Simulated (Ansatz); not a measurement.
**SiC: geometry relaxation (part 2 of 2)**

The same run, continued: SiC (F-43m, 2 atoms in the cell); DFT HSE06, scalar-relativistic, plane waves, PAW, no spin polarisation (Ansatz 0.2.0); cutoff 420 eV, 8×8×8 k-mesh, fixed occupations. It belongs to a series of runs on one base structure; here: elastic and piezoelectric constants, atoms relaxed.

Geometry of the input (Å; fractional positions):
```
0.0000  2.1742  2.1742
2.1742  0.0000  2.1742
2.1742  2.1742  0.0000
C  0.0000  0.0000  0.0000
Si 0.2500  0.2500  0.2500
```

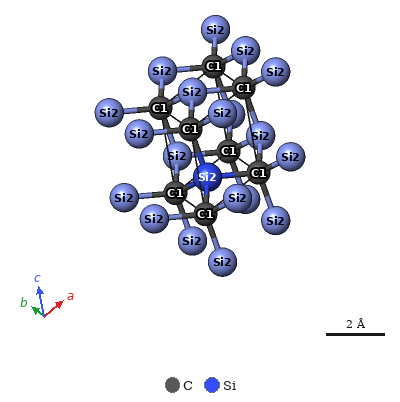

Fig. 1: The geometry at step 1 of the log (ball-and-stick view of the cell of the calculation, seen slightly off an axis; neighbours outside the cell are drawn fainter; atoms are numbered from 1 in the order of the input).

Log, continued:
```
relax step   1: F+E_penalty+E_count = -887.79136000 eV  Δ(F+E_penalty+E_count) = +0.000e0 eV  max|allowed force component| = 1.686e-2 eV/Å  Δτ_max = 0.0000 Å  (23 SCF iters, accepted)
Exchange kernel: α = 0.2500, screened, ω = 0.2079 Å⁻¹, Wigner–Seitz truncation, v(0) = 1046.7257 eV·Å³, q-mesh 8×8×8, nearest image of the exchange supercell L = 24.57 Å, pair-density grid 18×18×18, without the augmentation charges, whose exchange is taken in its separable form by FFT convolution over the k-point mesh, smooth part of the exact exchange by density-matrix convolution
Frozen-core exchange: fock
preconditioner: auto → none  [insulator: Δε(μ)=2.217 eV  Ē_g=16.061 eV  n_scr=0 (ndim 8)  ℏωp=23.2 eV  f_vac=0.000]
SCF 17 stopped early in 6 iterations: F = -887.791364 eV  dr2 = 2.80e-11
  Residual-converged pass: ⟨swp⟩=3.0  Hψ=1801  notcnv=0  max |occ|·‖R‖ = 3.2e-7 eV (tolerance 3.4e-7 eV)  dr2=2.80e-11  dr2_onsite=2.87e-14  max |Δocc| = 0.0e0
hybrid outer 1: dexx = +6.636e-7 eV, tail = 9.88e-10 eV
Exchange kernel: α = 0.2500, screened, ω = 0.2079 Å⁻¹, Wigner–Seitz truncation, v(0) = 1046.7257 eV·Å³, q-mesh 8×8×8, nearest image of the exchange supercell L = 24.57 Å, pair-density grid 18×18×18, without the augmentation charges, whose exchange is taken in its separable form by FFT convolution over the k-point mesh, smooth part of the exact exchange by density-matrix convolution
Frozen-core exchange: fock
SCF 18 converged in 4 iterations: F = -887.791364 eV  dr2 = 2.06e-14
  Residual-converged pass: ⟨swp⟩=3.3  Hψ=1933  notcnv=0  max |occ|·‖R‖ = 1.0e-8 eV (tolerance 1.0e-8 eV)  dr2=2.13e-14  dr2_onsite=2.77e-16  max |Δocc| = 0.0e0
hybrid outer 2: dexx = +1.502e-11 eV, tail = 1.87e-13 eV, Δε = 8.20e-6 eV (about 1.14e-7 eV left of the loop's levels), ΔF = 1.47e-4 eV/Å (tail 9.90e-6)
relax step   2: F+E_penalty+E_count = -887.79136436 eV  Δ(F+E_penalty+E_count) = -4.367e-6 eV  max|allowed force component| = 1.033e-2 eV/Å  Δτ_max = 0.0002 Å  (10 SCF iters, accepted)
[... from here on the SCF iterations and repeated set-up lines of each step are left out, up to the last step ...]
SCF 19 stopped early in 6 iterations: F = -887.791367 eV  dr2 = 6.98e-11
SCF 20 converged in 5 iterations: F = -887.791367 eV  dr2 = 1.42e-14
SCF 21 converged in 2 iterations: F = -887.791367 eV  dr2 = 2.88e-15
relax step   3: F+E_penalty+E_count = -887.79136699 eV  Δ(F+E_penalty+E_count) = -2.623e-6 eV  max|allowed force component| = 5.524e-6 eV/Å  Δτ_max = 0.0003 Å  (13 SCF iters, accepted)
SCF 22 converged in 2 iterations: F = -887.791367 eV  dr2 = 6.29e-16
SCF 23 converged in 8 iterations: F = -887.148175 eV  dr2 = 4.51e-14
SCF 24 stopped early in 6 iterations: F = -887.791370 eV  dr2 = 3.63e-7
SCF 25 stopped early in 5 iterations: F = -887.791360 eV  dr2 = 6.92e-13
SCF 26 converged in 4 iterations: F = -887.791360 eV  dr2 = 1.09e-14
relax step   1: F+E_penalty+E_count = -887.79136000 eV  Δ(F+E_penalty+E_count) = +0.000e0 eV  max|allowed force component| = 1.686e-2 eV/Å  Δτ_max = 0.0000 Å  (23 SCF iters, accepted)
SCF 27 stopped early in 6 iterations: F = -887.791364 eV  dr2 = 2.80e-11
SCF 28 converged in 4 iterations: F = -887.791364 eV  dr2 = 2.03e-14
relax step   2: F+E_penalty+E_count = -887.79136436 eV  Δ(F+E_penalty+E_count) = -4.367e-6 eV  max|allowed force component| = 1.033e-2 eV/Å  Δτ_max = 0.0002 Å  (10 SCF iters, accepted)
Exchange kernel: α = 0.2500, screened, ω = 0.2079 Å⁻¹, Wigner–Seitz truncation, v(0) = 1046.7257 eV·Å³, q-mesh 8×8×8, nearest image of the exchange supercell L = 24.57 Å, pair-density grid 18×18×18, without the augmentation charges, whose exchange is taken in its separable form by FFT convolution over the k-point mesh, smooth part of the exact exchange by density-matrix convolution
Frozen-core exchange: fock
SCF 29 stopped early in 6 iterations: F = -887.791367 eV  dr2 = 6.98e-11
  Residual-converged pass: ⟨swp⟩=3.0  Hψ=1883  notcnv=0  max |occ|·‖R‖ = 3.1e-7 eV (tolerance 3.3e-7 eV)  dr2=6.98e-11  dr2_onsite=7.15e-14  max |Δocc| = 0.0e0
hybrid outer 1: dexx = +1.657e-6 eV, tail = 2.47e-9 eV
Exchange kernel: α = 0.2500, screened, ω = 0.2079 Å⁻¹, Wigner–Seitz truncation, v(0) = 1046.7257 eV·Å³, q-mesh 8×8×8, nearest image of the exchange supercell L = 24.57 Å, pair-density grid 18×18×18, without the augmentation charges, whose exchange is taken in its separable form by FFT convolution over the k-point mesh, smooth part of the exact exchange by density-matrix convolution
Frozen-core exchange: fock
SCF 30 converged in 5 iterations: F = -887.791367 eV  dr2 = 1.42e-14
  Residual-converged pass: ⟨swp⟩=3.1  Hψ=1891  notcnv=0  max |occ|·‖R‖ = 9.9e-9 eV (tolerance 1.0e-8 eV)  dr2=1.50e-14  dr2_onsite=3.19e-16  max |Δocc| = 0.0e0
hybrid outer 2: dexx = +3.803e-11 eV, tail = 3.92e-13 eV, Δε = 1.33e-5 eV (about 1.69e-7 eV left of the loop's levels), ΔF = 2.34e-4 eV/Å (tail 1.40e-5)
Exchange kernel: α = 0.2500, screened, ω = 0.2079 Å⁻¹, Wigner–Seitz truncation, v(0) = 1046.7257 eV·Å³, q-mesh 8×8×8, nearest image of the exchange supercell L = 24.57 Å, pair-density grid 18×18×18, without the augmentation charges, whose exchange is taken in its separable form by FFT convolution over the k-point mesh, smooth part of the exact exchange by density-matrix convolution
Frozen-core exchange: fock
SCF 31 converged in 2 iterations: F = -887.791367 eV  dr2 = 2.87e-15
  Residual-converged pass: ⟨swp⟩=2.9  Hψ=1681  notcnv=0  max |occ|·‖R‖ = 9.9e-9 eV (tolerance 1.0e-8 eV)  dr2=3.01e-15  dr2_onsite=6.40e-17  max |Δocc| = 0.0e0
hybrid outer 3: dexx = +2.487e-14 eV, tail = 5.99e-15 eV, Δε = 9.28e-8 eV (about 1.05e-8 eV left of the loop's levels), ΔF = 8.40e-6 eV/Å (tail 1.32e-6)
relax step   3: F+E_penalty+E_count = -887.79136699 eV  Δ(F+E_penalty+E_count) = -2.623e-6 eV  max|allowed force component| = 5.522e-6 eV/Å  Δτ_max = 0.0003 Å  (13 SCF iters, accepted)
Exchange kernel: α = 0.2500, screened, ω = 0.2079 Å⁻¹, Wigner–Seitz truncation, v(0) = 1046.7257 eV·Å³, q-mesh 8×8×8, nearest image of the exchange supercell L = 24.57 Å, pair-density grid 18×18×18, without the augmentation charges, whose exchange is taken in its separable form by FFT convolution over the k-point mesh, smooth part of the exact exchange by density-matrix convolution
Frozen-core exchange: fock
iter 1 solved again at ethr=1.00e-12 eV; its pass at ethr=1.00e-1 eV (dr2=2.90e-15 eV) is discarded
SCF iter   1: F=—  HF=-887.791367 eV  |F-HF|=—  |Δ(HF+E_count)|=         —  Δρ=7.43e-9  dr2=4.17e-15  ethr=1.00e-12  ⟨swp⟩=2.5  Hψ=3089  notcnv=0
SCF iter   2: F=-887.791367 eV  HF=-887.791367 eV  |F-HF|=1.14e-13  |Δ(HF+E_count)|=  1.14e-13  Δρ=3.18e-9  dr2=6.29e-16  ethr=1.00e-12  ⟨swp⟩=2.0  Hψ=1900  notcnv=0
SCF 32 converged in 2 iterations: F = -887.791367 eV  dr2 = 6.29e-16
  Residual-converged pass: ⟨swp⟩=2.0  Hψ=1437  notcnv=0  max |occ|·‖R‖ = 9.6e-9 eV (tolerance 1.0e-8 eV)  dr2=6.16e-16  dr2_onsite=1.56e-17  max |Δocc| = 0.0e0
```

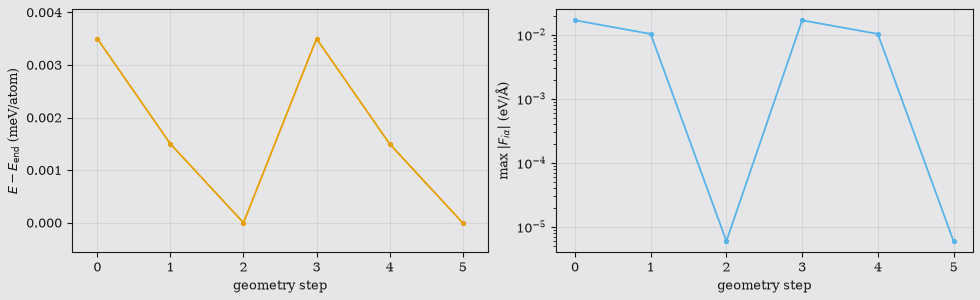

Fig. 2: Progress of the relaxation, step by step (the first geometry is step 0 here and step 1 in the log). The atoms keep their places (all moves are under 0.005 Å). The lattice vectors keep their values. The space group stays F-43m (No. 216). Over 5 geometry steps the energy falls by next to nothing (0.0 meV per atom). The largest force component goes from 0.017 to under 0.0001 eV/Å.

```
hybrid outer 1: dexx = -1.066e-14 eV, tail = 1.29e-15 eV, ΔF = 4.37e-7 eV/Å
NSCF: frozen V_eff on 98 k-points
NSCF: frozen V_eff on 32 k-points
WARN: elastic: the piezoelectric tensor has entries that are no larger than their own uncertainty from the finite density of the strings, so this run does not tell them from zero: e14 = 8.7e-3 ± 9.3e-3 C/m², e25 = 8.7e-3 ± 9.3e-3 C/m², e36 = 8.7e-3 ± 9.3e-3 C/m². Raise `kpoints.mp_grid`, or `output.polarization.string_points` where it is set
hybrid SCF converged: 3 outer / 15 inner (+8 warm-up), last move |dexx| = 1.17e-11 eV, tail = 2.26e-13 eV
Stability not checked: this state was not tested for a lower state beside it, because the functional holds exact exchange (a hybrid, or Hartree-Fock), whose exchange loop this test does not read (fock_operator; see scf.lower_state_search)
Free energy (F): -887.791445 eV
Frozen-core exchange: fock
Harris-Foulkes:  -887.791445 eV  (|F-HF|=2.27e-13)
Internal energy: -887.791445 eV  (E = F + TS)
E sigma→0 (E₀):  -887.791445 eV
Fermi energy:    8.953622 eV
--- Per-component energies (eV) ---
  E_band       = 19.637631
  E_kinetic    = 136.058521
  E_local      = -102.896153  (includes V_loc(G=0)·N_el)
  E_nonlocal   = 50.655869
  E_hartree    = 32.070450
  E_xc         = -85.812688
  E_vxc        = -88.468366  (∫ρ·V_xc dr)
  E_exx        = -15.230744  (= α·E_x^exact, valence–valence)
  E_paw        = -617.147880  (= ΣΔE_a)
  E_vpaw       = -9.391663  (= ΣTr[D̂ρ^β])
  E_aug_tail   = 0.000014  (compensation charges beyond the density's cutoff)
  E_ewald      = -285.412500
  E_core_change = -0.076335  (= ΣΔE_core)
  E_smearing   = -0.000000  (= −TS)
  E_closure    = 0.000000  (closes the sum)
  Σ components = -887.791445   (vs F -887.791445, Δ=0.00e0)
--- Forces (eV/Å), atoms counted from 1 ---
  atom   1  C      0.00000000    -0.00000000    -0.00000000
  atom   2  Si    -0.00000000     0.00000000    -0.00000000
  max |Σ_I F_I| component: 7.86e-17 eV/Å
--- Stress (GPa, compression-positive) ---
        0.099491       0.000000      -0.000000
       -0.000000       0.099491       0.000000
       -0.000000       0.000000       0.099491
  P = ⅓ Tr σ = 0.0995 GPa (0.995 kbar)
--- Band table (eV; the first three rows and the last of 29) ---
  k-point 0: bands = ["-8.0752", "8.9536", "8.9536", "8.9536", "16.5499", "17.6027", "17.6027", "17.6027"]
  k-point 1: bands = ["-7.7426", "7.3450", "8.7364", "8.7364", "16.7564", "17.9880", "17.9880", "18.2188"]
  k-point 2: bands = ["-6.7704", "4.2445", "8.2933", "8.2933", "16.2286", "18.2398", "18.2398", "19.8812"]
  k-point 28: bands = ["-2.3919", "1.2758", "3.4800", "3.8780", "15.2928", "19.9156", "20.0271", "20.0580"]
--- Elastic constants: 2 strain directions × 2 members + reference (group order 24) ---
  dense FFT box of the reference and of every strained cell: 24×24×24
  strains applied: 11, 23; error gains: componentwise 1.00 (the most a stress slope's error grows in a printed constant), spectral 1.73 (1 for all six strains in a standard setting)
  C = ∂σ_k/∂η_j (tension-positive GPa; Voigt order 11 22 33 23 13 12):
       417.505    141.018    141.018     -0.000      0.000      0.000
       141.018    417.505    141.018     -0.000      0.000      0.000
       141.018    141.018    417.505     -0.000      0.000      0.000
        -0.000      0.000      0.000    260.681      0.000     -0.000
        -0.000     -0.000     -0.000     -0.000    260.681      0.000
         0.000     -0.000     -0.000     -0.000      0.000    260.681
  reference stress σ⁰ (GPa):     -0.099     -0.099     -0.099     -0.000      0.000      0.000
  C* (energy form; C + prestress term) asymmetry max|C*_kj − C*_jk| = 2.842e-14 GPa — a small one proves nothing (zero by symmetry where the batch's group is 432, −43m or m−3m); a large one is finite-difference/SCF noise where every solve meets its electron count
  moduli (Voigt/Reuss/Hill, GPa): K = 233.18/233.18/233.18   G = 211.71/192.49/202.10   E = 470.40   ν = 0.164
  mechanically stable: yes (min eigenvalue of sym C = 260.68 GPa)
  e, the proper piezoelectric tensor (elastic.mode: relaxed_ion; C/m²; rows x y z; Voigt order 11 22 33 23 13 12):
       0.00000   -0.00000   -0.00000    0.00867   -0.00000   -0.00000
      -0.00000   -0.00000   -0.00000    0.00000    0.00867   -0.00000
      -0.00000    0.00000    0.00000    0.00000   -0.00000    0.00867
  ±, each entry's uncertainty from the finite density of the strings (C/m²), an estimate: the size of the correction for it that the entry includes:
       0.00000    0.00000    0.00000    0.00927    0.00000    0.00000
       0.00000    0.00000    0.00000    0.00000    0.00927    0.00000
       0.00000    0.00000    0.00000    0.00000    0.00000    0.00927
  NOT RESOLVED BY THE STRINGS, being no larger than its uncertainty from them: e14 = 8.7e-3 ± 9.3e-3 C/m², e25 = 8.7e-3 ± 9.3e-3 C/m², e36 = 8.7e-3 ± 9.3e-3 C/m² (raise kpoints.mp_grid, or output.polarization.string_points where it is set)
  the group's symmetry takes up to 5.2e-8 C/m² out of the measured responses: error of the strings' finite density and of the mesh across them, as far as it breaks the symmetry (raise kpoints.mp_grid and any string_points); the largest step of a string from the reference is 0.001 rad
  strain η (Voigt 11):  stress-route row diagonal C_11 = 417.51 GPa, energy-path curvature d²(F+E_count+ΔE)/dδ²/Ω₀ = 417.11 GPa
         δ    σ_11 (GPa)             F (eV)   n_scf  n_hpsi   n_pw
    -2.000e-3      -0.9343        -887.7912863      24   40974    415   relax 0 steps, max|allowed force component| 1.67e-16 eV/Å
     2.000e-3       0.7357        -887.7913624      23   40311    415   relax 0 steps, max|allowed force component| 1.67e-16 eV/Å
  strain η (Voigt 23):  stress-route row diagonal C_44 = 260.68 GPa, energy-path curvature d²(F+E_count+ΔE)/dδ²/Ω₀ = 260.66 GPa
         δ    σ_23 (GPa)             F (eV)   n_scf  n_hpsi   n_pw
    -2.000e-3      -0.5214        -887.7913670       2    6423    415   relax 3 steps, max|allowed force component| 5.52e-6 eV/Å
     2.000e-3       0.5214        -887.7913670       2    6426    415   relax 3 steps, max|allowed force component| 5.52e-6 eV/Å
--- Formal polarisation (Berry phase): one branch of a lattice of values; only differences between neighbouring runs are physical ---
  axis  mesh            electronic          ionic      p = total  spread (rad)  least overlap  resolved gap  δp at fixed H ≤   (phases in cycles; p mod 2; gap in eV; gap and δp judge the states as solved, not the mesh's step, its correction or the SCF's stop)
  b1    8×8×8          -0.00000000     1.00000000     1.00000000      0.076124         0.9019        5.7280           8.9e-7
  b2    8×8×8          -0.00000000     1.00000000     1.00000000      0.076124         0.9019        5.7280           8.9e-7
  b3    8×8×8           0.00000000     1.00000000     1.00000000      0.076124         0.9019        5.7280           8.9e-7
  quantum along a1:   0.29916860 e/Å² =   479.320947 µC/cm²
  quantum along a2:   0.29916860 e/Å² =   479.320947 µC/cm²
  quantum along a3:   0.29916860 e/Å² =   479.320947 µC/cm²
  P = (  0.21154415,   0.21154415,   0.21154415) e/Å² = (  338.931092,   338.931092,   338.931092) µC/cm²  (mod the quanta)
```

Trajectory as extended XYZ (Å, eV, eV/Å), 6 frames, from step=1 to step=3:
```
2
Lattice="0.0000 2.1742 2.1742 2.1742 0.0000 2.1742 2.1742 2.1742 0.0000" Properties=species:S:1:pos:R:3:forces:R:3 step=1 energy=-887.79136
C     0.0000    0.0000    0.0000   -0.0169   0.0000   0.0000
Si    1.0871    1.0860    1.0860    0.0169   0.0000   0.0000
2
Lattice="0.0000 2.1742 2.1742 2.1742 0.0000 2.1742 2.1742 2.1742 0.0000" Properties=species:S:1:pos:R:3:forces:R:3 step=2 energy=-887.79136
C    -0.0002    0.0000    0.0000   -0.0103   0.0000   0.0000
Si    1.0873    1.0860    1.0860    0.0103   0.0000   0.0000
2
Lattice="0.0000 2.1742 2.1742 2.1742 0.0000 2.1742 2.1742 2.1742 0.0000" Properties=species:S:1:pos:R:3:forces:R:3 step=3 energy=-887.79137
C    -0.0004    0.0000    0.0000    0.0000   0.0000   0.0000
Si    1.0875    1.0860    1.0860    0.0000   0.0000   0.0000
2
Lattice="0.0000 2.1742 2.1742 2.1742 0.0000 2.1742 2.1742 2.1742 0.0000" Properties=species:S:1:pos:R:3:forces:R:3 step=1 energy=-887.79136
C     0.0000    0.0000    0.0000    0.0169   0.0000   0.0000
Si    1.0871    1.0882    1.0882   -0.0169   0.0000   0.0000
2
Lattice="0.0000 2.1742 2.1742 2.1742 0.0000 2.1742 2.1742 2.1742 0.0000" Properties=species:S:1:pos:R:3:forces:R:3 step=2 energy=-887.79136
C     0.0002    0.0000    0.0000    0.0103   0.0000   0.0000
Si    1.0869    1.0882    1.0882   -0.0103   0.0000   0.0000
2
Lattice="0.0000 2.1742 2.1742 2.1742 0.0000 2.1742 2.1742 2.1742 0.0000" Properties=species:S:1:pos:R:3:forces:R:3 step=3 energy=-887.79137
C     0.0004    0.0000    0.0000    0.0000   0.0000   0.0000
Si    1.0867    1.0882    1.0882    0.0000   0.0000   0.0000
```

Results in brief:

| quantity | value |
| --- | --- |
| outcome | converged |
| space group (tolerance 0.01 Å) | F-43m (216) |
| electrons treated | 8 |
| free energy | −887.7914 eV |
| Fermi energy | 8.954 eV |
| gap on the k-point mesh | 2.22 eV |
| pressure | 0.10 GPa |
| final volume | 20.56 Å³ |
| bulk modulus (Hill) | 233.2 GPa |
| shear modulus (Hill) | 202.1 GPa |
| largest force (length of the vector) at the end | under 0.001 eV/Å |
| final cell | a = 3.075 Å, b = 3.075 Å, c = 3.075 Å, α = 60.00°, β = 60.00°, γ = 60.00° |
| elastic stability | stable |
| wall time | 10 min (CPU time 37 min) |
| peak memory | 1.2 GiB |
